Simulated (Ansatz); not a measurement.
**Ti: geometry relaxation**

- system: Ti (1 atom in the cell)
- method: DFT, PBEsol, PAW with Ansatz's default frozen-core files, scalar-relativistic, no spin polarisation (Ansatz 0.2.0)

The structure was built on a prototype by a generator; it need not be a known phase. It belongs to a series of runs on one base structure; here: cell relaxed at zero pressure.

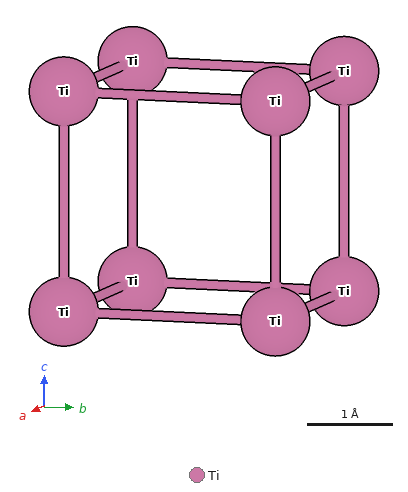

*The starting structure (ball-and-stick view of the cell of the calculation, seen slightly off an axis). An atom can appear more than once, as a periodic image.*

## Input
```yaml
crystal:
  lattice:
    - [2.624213642, 0.0, 0.0]
    - [0.0, 2.624213642, 0.0]
    - [0.0, 0.0, 2.624213642]
  atoms:
    - { symbol: Ti, position: [0.0, 0.0, 0.0] }
kpoints:
  mp_grid: { grid: [14, 14, 14] }
scf:
  occupations: { method: fermi_dirac, width: 0.08 }
hamiltonian:
  xc: pbesol
  pseudopotentials: { kind: paw }
output:
  forces: true
  stress: true
relax:
  f_tol: 0.005
  max_steps: 40
  cell: {}
```

Run as:
```bash
ansatz run input.yaml --threads 1 --pin off --max-ram 2048MiB --backend cpu --events-out ev --progress --plain --runs-dir out
```

## The program's output
```
Engine: ansatz 0.2.0, aarch64-unknown-linux-gnu
Pseudopotentials: kind: paw
Pseudopotential: Ti, paw, valence charge 12, recommended cutoff 420 eV (normal), Ti.paw.azcp
Functional definition: PBEsol
  exchange = pbesol_x
  correlation = pbesol_c
Crystal: 1 atoms, lattice volume = 18.072 Å³
Basis set: ecut = 420 eV, 365 PW (Γ), exchange–correlation on 36×36×36 points (8 copies of the dense FFT grid, shifted against one another)
Bands: 10, of which v1, the nominal top of the filled ones, is band 6 counted from 1 (5 counted from 0)
Symmetry: 48 space group operations
Space group: Pm-3m (ITA 221), of the structure as read, at distance tolerance 2.6e-5 Å
k-points: 120 of 2744
Non-local potential: Ti, projectors of the file, l = 0: 3, l = 1: 2, l = 2: 3, l = 3: 1
PAW form: soft (Blöchl's): semilocal exchange-correlation on the pseudo side does not see the compensation charge
PAW frozen core: Ti, regenerated for the run's functional, and the local potential with it (the file was generated under x = pbe(κ = 0.804, μ = 0.2195149727645171), c = pbe(β = 0.06672455060314922))
PAW one-centre angular grid: Ti, 590 points (default); XC on 64 Gauss nodes
Initial density: superposition of atomic densities (neutral atoms: chi_scale 0, normalization atom), corrected by the library's trained network
Initial wavefunctions: pseudopotential atomic-orbital guess
Functional: x = pbesol(κ = 0.804, μ = 0.12345679012345678), c = pbesol(β = 0.046)
SCF iter   1: F=—  HF=-2473.072908 eV  |F-HF|=—  |Δ(HF+E_count)|=         —  Δρ=3.92e-3  dr2=2.14e-3  ethr=1.77e-3  ⟨swp⟩=4.7  Hψ=6633  notcnv=0
preconditioner: auto → none  [metal: Δε(μ)=0.028 eV  Ē_g=4.074 eV  σ=0.080 eV  W_gap=0.09  n_scr=6 (ndim 8)  ℏωp=17.5 eV  f_vac=0.000  D(μ)=2.32/eV (n_scr^D=32)  sad-step TF]
SCF iter   2: F=—  HF=-2473.072420 eV  |F-HF|=—  |Δ(HF+E_count)|=   4.88e-4  Δρ=2.46e-3  dr2=9.66e-4  ethr=1.78e-5  ⟨swp⟩=1.0  Hψ=2160  notcnv=0
SCF iter   3: F=—  HF=-2473.072195 eV  |F-HF|=—  |Δ(HF+E_count)|=   2.25e-4  Δρ=4.38e-4  dr2=2.69e-5  ethr=8.05e-6  ⟨swp⟩=2.0  Hψ=1376  notcnv=0
SCF iter   4: F=—  HF=-2473.072176 eV  |F-HF|=—  |Δ(HF+E_count)|=   1.92e-5  Δρ=1.92e-4  dr2=6.59e-6  ethr=2.24e-7  ⟨swp⟩=2.3  Hψ=1904  notcnv=0
SCF iter   5: F=—  HF=-2473.072174 eV  |F-HF|=—  |Δ(HF+E_count)|=   1.85e-6  Δρ=7.05e-5  dr2=9.14e-7  ethr=5.49e-8  ⟨swp⟩=2.1  Hψ=1504  notcnv=0
SCF iter   6: F=-2473.072174 eV  HF=-2473.072174 eV  |F-HF|=4.84e-8  |Δ(HF+E_count)|=   2.48e-7  Δρ=1.73e-5  dr2=5.24e-8  ethr=8.33e-10  ⟨swp⟩=2.9  Hψ=4355  notcnv=0
SCF 1 converged in 6 iterations: F = -2473.072174 eV  dr2 = 5.24e-8
  greatest PAW one-centre occupation: 0.999 electrons in one spin orbital (limit 2), on the Ti atom at site 0 (counted from 0), in its partial waves of l = 0
relax step   1: F+E_penalty+E_count = -2473.07217389 eV  Δ(F+E_penalty+E_count) = +0.000e0 eV  max|allowed force component| = 0.000e0 eV/Å  Δτ_max = 0.0000 Å  P = -2.604 GPa  Ω = 18.072 Å³  (6 SCF iters, dr2 threshold 1.00e-7 eV, accepted)
Crystal: 1 atoms, lattice volume = 17.532 Å³
Basis set: ecut = 420 eV, 341 PW (Γ), exchange–correlation on 36×36×36 points (8 copies of the dense FFT grid, shifted against one another)
Initial density: handed on by an earlier stage of this run
Initial wavefunctions: those handed on with the density
iter 1 solved again at ethr=1.83e-7 eV; its pass at ethr=3.10e-3 eV (dr2=2.20e-5 eV) is discarded
SCF iter   1: F=—  HF=-2473.076960 eV  |F-HF|=—  |Δ(HF+E_count)|=         —  Δρ=6.52e-4  dr2=2.25e-5  ethr=1.83e-7  ⟨swp⟩=2.0  Hψ=8484  notcnv=0
preconditioner: auto → none  [metal: Δε(μ)=0.025 eV  Ē_g=4.206 eV  σ=0.080 eV  W_gap=0.08  n_scr=6 (ndim 8)  ℏωp=17.7 eV  f_vac=0.000  D(μ)=2.24/eV (n_scr^D=26)]
SCF iter   2: F=—  HF=-2473.076986 eV  |F-HF|=—  |Δ(HF+E_count)|=   2.61e-5  Δρ=3.42e-4  dr2=7.53e-6  ethr=1.83e-7  ⟨swp⟩=2.0  Hψ=1407  notcnv=0
SCF iter   3: F=—  HF=-2473.077008 eV  |F-HF|=—  |Δ(HF+E_count)|=   2.19e-5  Δρ=1.86e-4  dr2=5.89e-6  ethr=6.27e-8  ⟨swp⟩=2.1  Hψ=1864  notcnv=0
SCF iter   4: F=-2473.077006 eV  HF=-2473.077006 eV  |F-HF|=6.31e-9  |Δ(HF+E_count)|=   2.16e-6  Δρ=1.05e-5  dr2=1.25e-8  ethr=8.33e-10  ⟨swp⟩=2.6  Hψ=4698  notcnv=0
SCF 2 converged in 4 iterations: F = -2473.077006 eV  dr2 = 1.25e-8
relax step   2: F+E_penalty+E_count = -2473.07700574 eV  Δ(F+E_penalty+E_count) = -4.832e-3 eV  max|allowed force component| = 0.000e0 eV/Å  Δτ_max = 0.0000 Å  P = -0.188 GPa  Ω = 17.532 Å³  energy of the carried Pulay correction = +3.868e-5 eV  (4 SCF iters, dr2 threshold 1.00e-7 eV, accepted)
Crystal: 1 atoms, lattice volume = 17.491 Å³
iter 1 solved again at ethr=1.53e-9 eV; its pass at ethr=3.10e-3 eV (dr2=1.84e-7 eV) is discarded
SCF iter   1: F=—  HF=-2473.077060 eV  |F-HF|=—  |Δ(HF+E_count)|=         —  Δρ=4.74e-5  dr2=1.22e-7  ethr=1.53e-9  ⟨swp⟩=2.0  Hψ=7999  notcnv=0
preconditioner: auto → none  [metal: Δε(μ)=0.023 eV  Ē_g=4.216 eV  σ=0.080 eV  W_gap=0.07  n_scr=6 (ndim 8)  ℏωp=17.8 eV  f_vac=0.000  D(μ)=2.24/eV (n_scr^D=26)]
SCF iter   2: F=-2473.077032 eV  HF=-2473.077032 eV  |F-HF|=1.18e-7  |Δ(HF+E_count)|=   2.81e-5  Δρ=2.50e-5  dr2=3.75e-8  ethr=7.39e-10  ⟨swp⟩=2.2  Hψ=4058  notcnv=0
SCF 3 converged in 2 iterations: F = -2473.077032 eV  dr2 = 3.75e-8
relax step   3: F+E_penalty+E_count = -2473.07703166 eV  Δ(F+E_penalty+E_count) = -2.592e-5 eV  max|allowed force component| = 0.000e0 eV/Å  Δτ_max = 0.0000 Å  P = +0.009 GPa  Ω = 17.491 Å³  energy of the carried Pulay correction = +4.165e-5 eV  (2 SCF iters, dr2 threshold 8.86e-8 eV, accepted)
Initial wavefunctions: pseudopotential atomic-orbital guess (no wavefunctions were taken with the density)
iter 1 solved again at ethr=3.36e-9 eV; its pass at ethr=3.10e-3 eV (dr2=4.04e-7 eV) is discarded
SCF iter   1: F=—  HF=-2473.077014 eV  |F-HF|=—  |Δ(HF+E_count)|=         —  Δρ=3.87e-5  dr2=6.13e-8  ethr=3.36e-9  ⟨swp⟩=3.0  Hψ=9977  notcnv=0
preconditioner: auto → none  [metal: Δε(μ)=0.023 eV  Ē_g=4.215 eV  σ=0.080 eV  W_gap=0.07  n_scr=6 (ndim 8)  ℏωp=17.8 eV  f_vac=0.000  D(μ)=2.24/eV (n_scr^D=26)]
SCF iter   2: F=—  HF=-2473.076986 eV  |F-HF|=—  |Δ(HF+E_count)|=   2.83e-5  Δρ=1.90e-5  dr2=1.25e-8  ethr=5.11e-10  ⟨swp⟩=2.2  Hψ=1460  notcnv=0
SCF iter   3: F=—  HF=-2473.076986 eV  |F-HF|=—  |Δ(HF+E_count)|=   3.67e-8  Δρ=6.43e-6  dr2=7.03e-9  ethr=1.04e-10  ⟨swp⟩=2.3  Hψ=1693  notcnv=0
SCF iter   4: F=—  HF=-2473.076986 eV  |F-HF|=—  |Δ(HF+E_count)|=   1.87e-9  Δρ=7.38e-7  dr2=3.69e-11  ethr=5.86e-11  ⟨swp⟩=3.0  Hψ=2051  notcnv=0
SCF iter   5: F=-2473.076986 eV  HF=-2473.076986 eV  |F-HF|=4.55e-13  |Δ(HF+E_count)|=  1.86e-11  Δρ=1.30e-7  dr2=1.05e-12  ethr=1.00e-12  ⟨swp⟩=5.0  Hψ=4245  notcnv=0
SCF 4 converged in 5 iterations: F = -2473.076986 eV  dr2 = 1.05e-12
relax step   4: F+E_penalty+E_count = -2473.07698615 eV  Δ(F+E_penalty+E_count) = +4.550e-5 eV  max|allowed force component| = 0.000e0 eV/Å  Δτ_max = 0.0000 Å  P = +0.013 GPa  Ω = 17.491 Å³  stress off target by 1.30e-2 GPa  SCF on the basis re-selected at this cell (its energy is not comparable with the rows above)  (5 SCF iters)
```

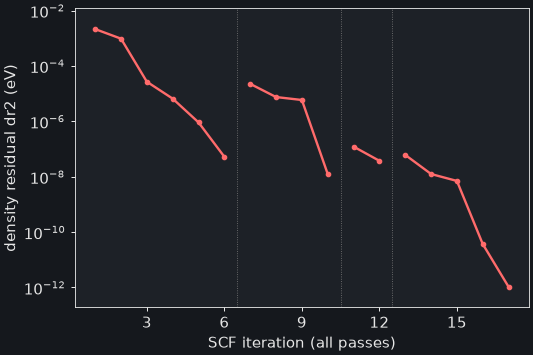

*Convergence of the self-consistent field: density residual dr2 against the SCF iteration. The dotted lines part the SCF passes of the relaxation: geometry steps, rejected trials and re-solves on a re-selected basis.*

The passes take 6, 4, 2 and 5 iterations.

```
basis re-selected at this cell: Δ(F+E_penalty+E_count) = +4.550e-5 eV, ΔP = +0.004 GPa vs the last step (what re-selecting the basis moved, of the pressure what is left beyond the Pulay correction that the steps carried, after the strain that the cell walked since its last selection, with what the two solves' SCF thresholds leave and, on support functions, any second-order correction that the steps lacked; it is no measure of the basis error at this ecutwfc). This SCF's stress stands 1.30e-2 GPa from its target on what of the cell is left free (relax.cell.stress_tol is 5.00e-2 GPa) and its largest allowed force component is 0.00e0 eV/Å (relax.f_tol is 5.00e-3 eV/Å): within both
SCF converged after 5 iterations
Free energy (F): -2473.076986 eV
Harris-Foulkes:  -2473.076986 eV  (|F-HF|=4.55e-13)
Internal energy: -2473.031232 eV  (E = F + TS)
E sigma→0 (E₀):  -2473.054109 eV
Entropy (-TS):   -0.045754 eV (-45.754 meV/atom)
Fermi energy:    12.931840 eV
--- Per-component energies (eV) ---
  E_band       = -157.404930
  E_kinetic    = 274.845951
  E_local      = -862.135563  (includes V_loc(G=0)·N_el)
  E_nonlocal   = 11.672931
  E_hartree    = 356.275164
  E_xc         = -96.680515
  E_vxc        = -121.504315  (∫ρ·V_xc dr)
  E_paw        = -1023.925341  (= ΣΔE_a)
  E_vpaw       = -172.834398  (= ΣTr[D̂ρ^β])
  E_aug_tail   = 0.000113  (compensation charges beyond the density's cutoff)
  E_ewald      = -1133.223356
  E_core_change = 0.139384  (= ΣΔE_core)
  E_smearing   = -0.045754  (= −TS)
  E_closure    = 0.000000  (closes the sum)
  Σ components = -2473.076986   (vs F -2473.076986, Δ=0.00e0)
--- Forces (eV/Å), atoms counted from 1 ---
  atom   1  Ti    -0.00000000     0.00000000     0.00000000
  max |Σ_I F_I| component: 2.05e-32 eV/Å
--- Stress (GPa, compression-positive) ---
        0.012996       0.000000      -0.000000
        0.000000       0.012996       0.000000
       -0.000000       0.000000       0.012996
  P = ⅓ Tr σ = 0.0130 GPa (0.130 kbar)
--- Relaxed structure (3 steps of the walk, 3 accepted, 1 SCFs on fresh bases) ---
  F+E_penalty+E_count = -2473.07698615 eV   max|allowed force component| = 0.000e0 eV/Å   (the final SCF, on the basis selected at the relaxed cell)
  cell:  # Å, volume = 17.4913 Å³
    - [2.59581448608318, 1.4845709987984942e-34, 9.62964972193618e-35]
    - [2.447535970992112e-34, 2.59581448608318, 0.0]
    - [9.62964972193618e-35, 0.0, 2.59581448608318]
  atoms:
    - { symbol: Ti, position: [0.0, 0.0, 0.0] }
```

## Trajectory as extended XYZ (Å, eV, eV/Å), 4 frames, from step=1 to step=4
```
1
Lattice="2.6242 0.0000 0.0000 0.0000 2.6242 0.0000 0.0000 0.0000 2.6242" Properties=species:S:1:pos:R:3:forces:R:3 step=1 energy=-2473.07217 pressure_GPa=-2.60
Ti    0.0000    0.0000    0.0000    0.0000   0.0000   0.0000
1
Lattice="2.5978 0.0000 0.0000 0.0000 2.5978 0.0000 0.0000 0.0000 2.5978" Properties=species:S:1:pos:R:3:forces:R:3 step=2 energy=-2473.07701 pressure_GPa=-0.19
Ti    0.0000    0.0000    0.0000    0.0000   0.0000   0.0000
1
Lattice="2.5958 0.0000 0.0000 0.0000 2.5958 0.0000 0.0000 0.0000 2.5958" Properties=species:S:1:pos:R:3:forces:R:3 step=3 energy=-2473.07703 pressure_GPa=0.01
Ti    0.0000    0.0000    0.0000    0.0000   0.0000   0.0000
1
Lattice="2.5958 0.0000 0.0000 0.0000 2.5958 0.0000 0.0000 0.0000 2.5958" Properties=species:S:1:pos:R:3:forces:R:3 step=4 energy=-2473.07699 pressure_GPa=0.01
Ti    0.0000    0.0000    0.0000    0.0000   0.0000   0.0000
```

## Summary

| quantity | value |
| --- | --- |
| outcome | converged |
| space group (tolerance 0.01 Å) | Pm-3m (221) |
| electrons treated | 12 |
| free energy | −2473.0770 eV |
| Fermi energy | 12.932 eV |
| pressure | 0.01 GPa |
| final volume | 17.49 Å³ |
| largest force (length of the vector) at the end | under 0.001 eV/Å |
| final cell | a = 2.596 Å, b = 2.596 Å, c = 2.596 Å, α = 90.00°, β = 90.00°, γ = 90.00° |
| hardware | 1 thread of Arm Neoverse V1, 112 GiB of memory available, shared host |
| wall time | 5.4 s |
| peak memory | 0.29 GiB |
